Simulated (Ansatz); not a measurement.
**Zn₁₈S₁₇ (cell charge +1, with a compensating background) (cell with a defect): density, localisation and related maps**

Input file:

```
crystal:
  lattice:
    - [-1.0e-10, -6.6581192391, 6.3046430566]
    - [5.7661004025, 3.3290596195, 6.3046430566]
    - [-5.7661004025, 3.3290596196, 6.3046430566]
  atoms:
    - { symbol: Zn, position: [0.4918971091, 0.1289184426, 0.4596838032], spin: 0.25 }
    - { symbol: Zn, position: [0.1068577989, 0.1134620243, 0.7696448579] }
    - { symbol: Zn, position: [0.4446525216, 0.4443876914, 0.1181500196] }
    - { symbol: Zn, position: [0.7807706402, 0.1088232938, 0.1015409413] }
    - { symbol: Zn, position: [0.1068935732, 0.4362619407, 0.446831085] }
    - { symbol: Zn, position: [0.4446549474, 0.7847514496, 0.7777898395] }
    - { symbol: Zn, position: [0.7799052231, 0.4410691348, 0.7744685361] }
    - { symbol: Zn, position: [0.1114499972, 0.7773006976, 0.1106635979] }
    - { symbol: Zn, position: [0.7807882508, 0.7681603125, 0.4422026338] }
    - { symbol: Zn, position: [0.7033673686, 0.3433433055, 0.4165140246], spin: 0.25 }
    - { symbol: Zn, position: [0.348580739, 0.4204275713, 0.7559305938], spin: 0.25 }
    - { symbol: Zn, position: [0.7189391307, 0.7213078458, 0.0546453941] }
    - { symbol: Zn, position: [0.0480909403, 0.3894986589, 0.0622899243] }
    - { symbol: Zn, position: [0.3961175518, 0.7243586474, 0.3891717487] }
    - { symbol: Zn, position: [0.7015509644, 0.080399388, 0.6747401361], spin: 0.25 }
    - { symbol: Zn, position: [0.0480746272, 0.728935487, 0.7228680924] }
    - { symbol: Zn, position: [0.3961077075, 0.055792987, 0.0577360872] }
    - { symbol: Zn, position: [0.0690570611, 0.0544699168, 0.3878569257] }
    - { symbol: S, position: [0.2314189646, 0.2334396179, 0.9071356711] }
    - { symbol: S, position: [0.5734462512, 0.559332073, 0.2464722184] }
    - { symbol: S, position: [0.9037061715, 0.2276100666, 0.2378431885] }
    - { symbol: S, position: [0.2314230309, 0.5737708313, 0.5668165409] }
    - { symbol: S, position: [0.573435266, 0.9131195743, 0.8926951046] }
    - { symbol: S, position: [0.8998799268, 0.5681468504, 0.9015119223] }
    - { symbol: S, position: [0.2428844764, 0.8995667873, 0.2329468293] }
    - { symbol: S, position: [0.9036832635, 0.904485807, 0.5609890946] }
    - { symbol: S, position: [0.8401664044, 0.5003603889, 0.5108662022] }
    - { symbol: S, position: [0.5125537999, 0.5174169237, 0.8508185127] }
    - { symbol: S, position: [0.8470913443, 0.8442371934, 0.177617464] }
    - { symbol: S, position: [0.1789634642, 0.5128875012, 0.182276763] }
    - { symbol: S, position: [0.519287557, 0.8526733605, 0.5143467912] }
    - { symbol: S, position: [0.8401360541, 0.1774722598, 0.83374163] }
    - { symbol: S, position: [0.1789667424, 0.8489069273, 0.8462524383] }
    - { symbol: S, position: [0.5192746997, 0.1809447178, 0.1860966187] }
    - { symbol: S, position: [0.203708054, 0.1782533969, 0.5116411132] }
  host:
    lattice:
      - [3.844066935, 0.0, 0.0]
      - [-1.9220334675, 3.3290596196, 0.0]
      - [0.0, 0.0, 6.3046430566]
    atoms:
      - { symbol: Zn, position: [0.3333333333, 0.6666666667, 0.0002666738] }
      - { symbol: Zn, position: [0.6666666667, 0.3333333333, 0.5002666738] }
      - { symbol: S, position: [0.3333333333, 0.6666666667, 0.3747333262] }
      - { symbol: S, position: [0.6666666667, 0.3333333333, 0.8747333262] }
total_charge: 1
basis:
  ecutwfc: 420
  xc_grid: 2
kpoints:
  mp_grid: { grid: [2, 2, 2], shift: [0.5, 0.5, 0.5] }
hamiltonian:
  xc: pbe
scf:
  occupations: { method: gaussian, width: 0.01 }
output:
  forces: true
  stress: false
  eigenvalues: true
  populations: true
  charged_corrections:
    defect_position: [0.56935555, 0.23602222, 0.56935555]
    epsilon: [[9.0014, 0.0, 0.0], [0.0, 9.0014, 0.0], [0.0, 0.0, 9.6071]]
  write_density: true
  write_potential: true
  elf: true
  volumetric_format: npy
magnetization:
  spin_polarized: true
relax:
  adjacent_minimum: "off"
  f_tol: 0.025
  max_steps: 45
```

Run with:

```sh
ansatz run input.yaml --threads 4 --pin off --max-ram 10240MiB --backend cpu --events-out ev --progress --plain --runs-dir out
```

The fields are those of the run's last geometry, not of the input's.

Spin-polarised.

Level of theory: DFT PBE, scalar-relativistic, plane waves, PAW in Ansatz 0.2.0.

Core electrons are frozen (PAW), and the valence fields are smoothed inside the atomic spheres.

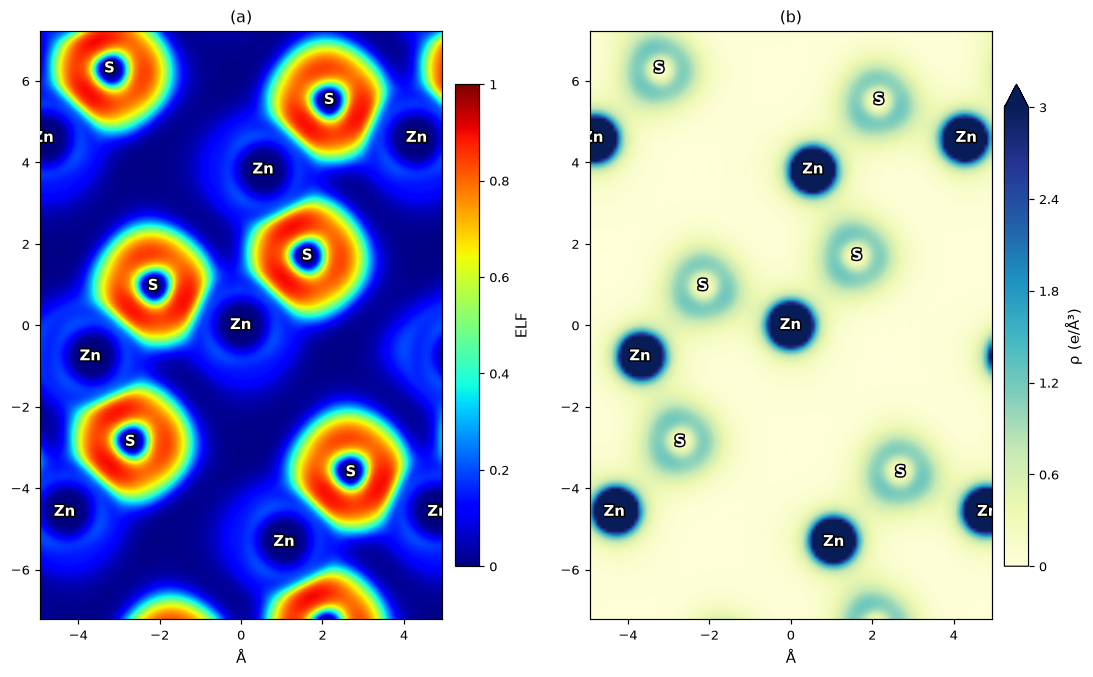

Figure 1. (a) electron localisation function; (b) valence charge density (pseudo) on the (011̄) plane of the calculation cell.

> Describe what can be read from this map.

Atoms in the plane: Zn and S. Zn–S (2.32 Å): ρ at the midpoint is about 0.53 e/Å³; the ELF peaks at about 0.90 in the valence shell of S, 0.8 Å from its nucleus, and is about 0.55 at the midpoint. Zn–S (2.34 Å): ρ is about 0.51 e/Å³ halfway; the ELF peaks at about 0.90 in the valence shell of S, 0.8 Å from its nucleus, and is about 0.55 at the midpoint. The density dies away to nearly zero in the voids.

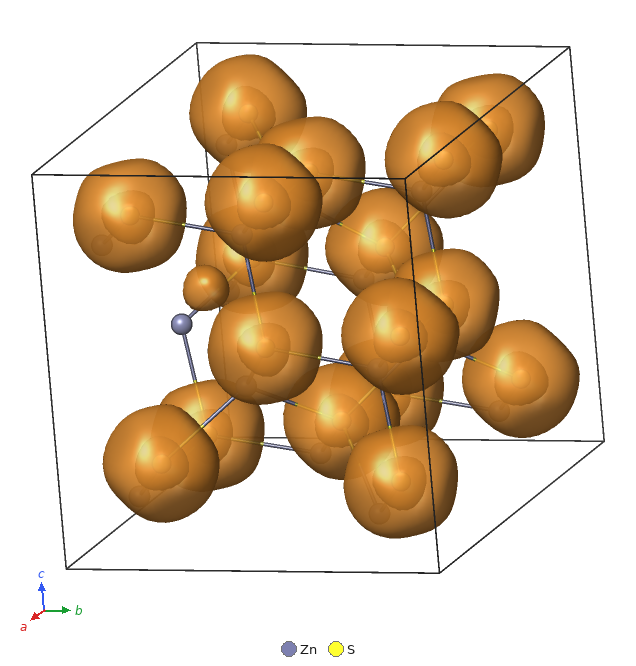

Figure 2. Isosurface of the electron localisation function at 0.7 (orange), seen slightly off an axis. Core shells and regions of very low density are left out. Sticks mark near contacts.

> Describe the localisation domains.

The ELF exceeds this value in 17 regions wrapped around S (the valence shell of each) and one pocket between the atoms, centred on no nucleus (multi-centre or interstitial), counted in one cell of 35 atoms. Any copies at cell faces, edges or corners count once.


Zn–S (2.30 Å): the ELF peaks at about 0.90 in the valence shell of S, 0.8 Å from its nucleus, and is about 0.60 at the midpoint.

> Metal or insulator at this level of theory?

It is gapped, with a Kohn–Sham gap of 0.29 eV on the k-point mesh, an upper bound to the gap of this method.
